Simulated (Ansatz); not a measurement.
# Ge: 6 runs along one coordinate

System: Ge (Imma, 2 atoms in the cell).
Method: DFT PBEsol, scalar-relativistic, plane waves, PAW, no spin polarisation (Ansatz 0.2.0).

The 6 runs differ only in the geometry, by a strain of the cell at fixed fractional positions. Against run 4, the strain is εxy = η. The structure derives from an entry of the Crystallography Open Database.

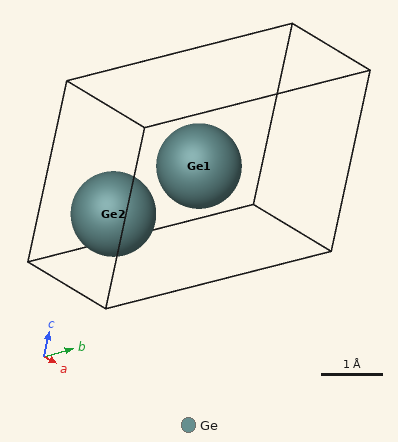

Figure 1. The structure of run 4 (spheres-only view of the reduced cell, seen slightly off an axis; atoms are numbered from 1 in the order of the input).

**Input of run 4**
```yaml
crystal:
  lattice:
    - [0.007071925, 2.82877, 2.82877]
    - [2.82877, 0.007071925, 2.82877]
    - [2.835841925, 2.835841925, 0.0]
  atoms:
    - { symbol: Ge, position: [0.5, 0.5, 0.5] }
    - { symbol: Ge, position: [0.75, 0.75, 0.75] }
basis:
  ecutwfc: 420
kpoints:
  mp_grid: { grid: [14, 14, 14] }
hamiltonian:
  xc: pbesol
scf:
  occupations: { method: gaussian, width: 0.15 }
output:
  forces: true
  stress: true
  eigenvalues: true
```

Command:
```bash
ansatz run input.yaml --threads 1 --pin off --max-ram 2560MiB --backend cpu --events-out ev --progress --plain --runs-dir out
```

Lattice vectors (Å) and fractional positions of run 4:
```
   0.007072    2.828770    2.828770
   2.828770    0.007072    2.828770
   2.835842    2.835842    0.000000
Ge  0.500000  0.500000  0.500000
Ge  0.750000  0.750000  0.750000
```

Run 3 differs from it as follows:
```diff
-    - [0.007071925, 2.82877, 2.82877]
-    - [2.82877, 0.007071925, 2.82877]
-    - [2.835841925, 2.835841925, 0.0]
+    - [0.0035359625, 2.82877, 2.82877]
+    - [2.82877, 0.0035359625, 2.82877]
+    - [2.8323059625, 2.8323059625, 0.0]
```

**Results, with one run withheld**

| run | strain parameter η (%) | free energy per atom, from the lowest run given (meV) | pressure (GPa) |
| --- | --- | --- | --- |
| 1 | −1.2500 | 2.21 | 0.72 |
| 2 | −0.7500 | 0.44 | 0.69 |
| 3 | −0.1250 | ? | ? |
| 4 | 0.0000 | 0.00 | 0.68 |
| 5 | 0.3750 | 0.77 | 0.69 |
| 6 | 0.5000 | 1.18 | 0.70 |

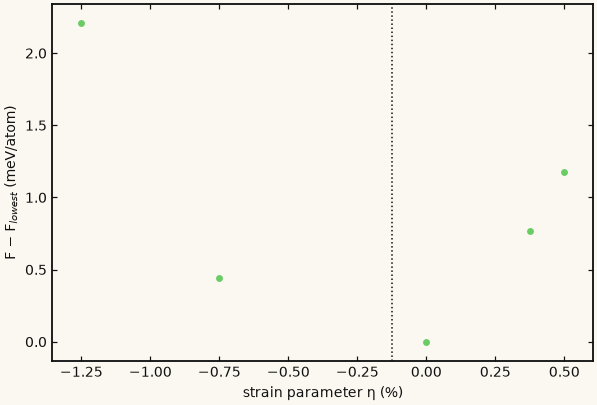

Figure 2. Free energy per atom of the runs given; the dotted line marks run 3.

Fit the runs given and predict run 3.

A cubic polynomial in the coordinate, fitted to the 5 runs given, misses them by under 0.01 meV per atom. With x = η + 0.2250, it reads F = −0.14749 + 0.11871 x + 2.3589 x² − 0.00063843 x³ (meV per atom). At run 3 it gives −0.11 meV per atom, and the run itself gives −0.11. The fit has its minimum at η = −0.2502 %.

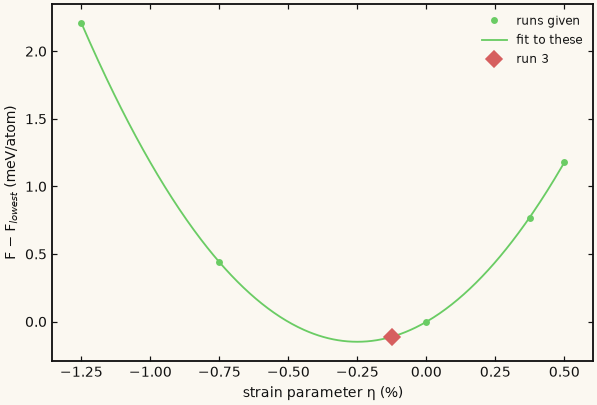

Figure 3. The fit and the withheld run.

**Output, shortened to warnings, some set-up lines, iterations and results (run 3)**
```
Basis set: ecut = 420 eV, 893 PW (Γ), exchange–correlation on 54×54×54 points (8 copies of the dense FFT grid, shifted against one another)
Symmetry: 8 space group operations
k-points: 428 of 2744
Initial density: superposition of atomic densities (neutral atoms: chi_scale 0, normalization atom), corrected by the library's trained network
[...]
SCF iter   1: F=—  HF=-8506.994466 eV  |F-HF|=—  |Δ(HF+E_count)|=         —  Δρ=2.57e-3  dr2=3.53e-3  ethr=1.77e-3  ⟨swp⟩=5.2  Hψ=35391  notcnv=0
SCF iter   2: F=—  HF=-8506.993137 eV  |F-HF|=—  |Δ(HF+E_count)|=   1.33e-3  Δρ=1.82e-3  dr2=1.93e-3  ethr=1.26e-5  ⟨swp⟩=1.3  Hψ=11288  notcnv=0
SCF iter   3: F=—  HF=-8506.993241 eV  |F-HF|=—  |Δ(HF+E_count)|=   1.04e-4  Δρ=9.51e-4  dr2=2.19e-4  ethr=6.91e-6  ⟨swp⟩=2.0  Hψ=13698  notcnv=0
SCF iter   4: F=—  HF=-8506.993126 eV  |F-HF|=—  |Δ(HF+E_count)|=   1.15e-4  Δρ=3.36e-4  dr2=1.07e-4  ethr=7.82e-7  ⟨swp⟩=2.0  Hψ=13699  notcnv=0
SCF iter   5: F=—  HF=-8506.993109 eV  |F-HF|=—  |Δ(HF+E_count)|=   1.68e-5  Δρ=1.54e-4  dr2=2.03e-5  ethr=3.83e-7  ⟨swp⟩=2.0  Hψ=13698  notcnv=0
SCF iter   6: F=—  HF=-8506.993123 eV  |F-HF|=—  |Δ(HF+E_count)|=   1.43e-5  Δρ=3.16e-5  dr2=7.78e-7  ethr=7.23e-8  ⟨swp⟩=2.0  Hψ=9421  notcnv=0
SCF iter   7: F=-8506.993124 eV  HF=-8506.993124 eV  |F-HF|=7.23e-8  |Δ(HF+E_count)|=   8.44e-7  Δρ=1.39e-5  dr2=4.04e-8  ethr=3.57e-10  ⟨swp⟩=3.1  Hψ=26832  notcnv=0
SCF 1 converged in 7 iterations: F = -8506.993124 eV  dr2 = 4.04e-8
SCF converged after 7 iterations
Free energy (F): -8506.993124 eV
Harris-Foulkes:  -8506.993124 eV  (|F-HF|=7.23e-8)
Internal energy: -8506.992505 eV  (E = F + TS)
E sigma→0 (E₀):  -8506.992814 eV
Entropy (-TS):   -0.000619 eV (-0.310 meV/atom)
Fermi energy:    8.482822 eV
--- Per-component energies (eV) ---
  E_band       = -302.420486
  E_kinetic    = 223.261813
  E_local      = -4943.981332  (includes V_loc(G=0)·N_el)
  E_nonlocal   = 840.383881
  E_hartree    = 2167.087112
  E_xc         = -150.031749
  E_vxc        = -129.588761  (∫ρ·V_xc dr)
  E_paw        = -3958.282856  (= ΣΔE_a)
  E_vpaw       = -626.688151  (= ΣTr[D̂ρ^β])
  E_aug_tail   = 0.000701  (compensation charges beyond the density's cutoff)
  E_ewald      = -2687.265948
  E_core_change = 1.835872  (= ΣΔE_core)
  E_smearing   = -0.000619  (= −TS)
  E_closure    = -0.000000  (closes the sum)
  Σ components = -8506.993124   (vs F -8506.993124, Δ=0.00e0)
--- Forces (eV/Å), atoms counted from 1 ---
  atom   1  Ge    -0.00000000    -0.00000000     0.02191929
  atom   2  Ge     0.00000000     0.00000000    -0.02191929
  max |Σ_I F_I| component: 6.07e-18 eV/Å
--- Stress (GPa, compression-positive) ---
        0.675137      -0.207588      -0.000000
       -0.207588       0.675137      -0.000000
       -0.000000      -0.000000       0.674873
  P = ⅓ Tr σ = 0.6750 GPa (6.750 kbar)
```
